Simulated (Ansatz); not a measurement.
Input structure:

```
CELL_PARAMETERS angstrom
3.20281 0.00000 0.00000
-1.60141 2.77372 0.00000
0.00000 0.00000 3.04484
ATOMIC_POSITIONS crystal
Mg 0.00000 0.00000 0.00000
```

What would you see if this were drawn?

The element is magnesium. Space group P6/mmm (No. 191), lattice primitive hexagonal. Type of structure: simple hexagonal. The cell holds one atom. The coordination shell of Mg holds eight Mg at 3.04 to 3.20 Å. The bonds build a three-dimensional framework.

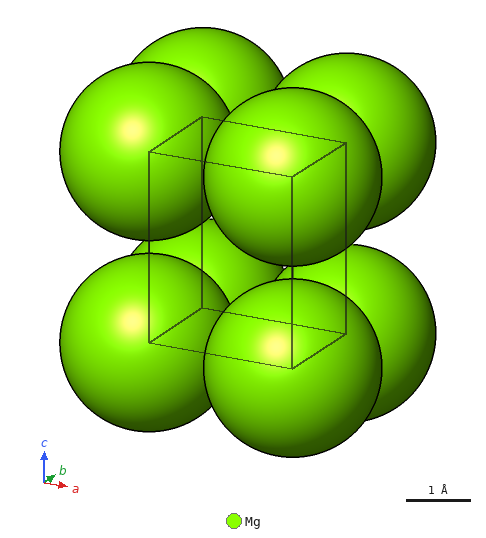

Space-filling drawing of the structure, looking slightly off an axis. The lines enclose the conventional unit cell; boundary atoms appear with their images.

The structure comes from a structure listed in the Materials Project. The cell was then strained or its atoms displaced on purpose. It was run through Ansatz as a DFT input.
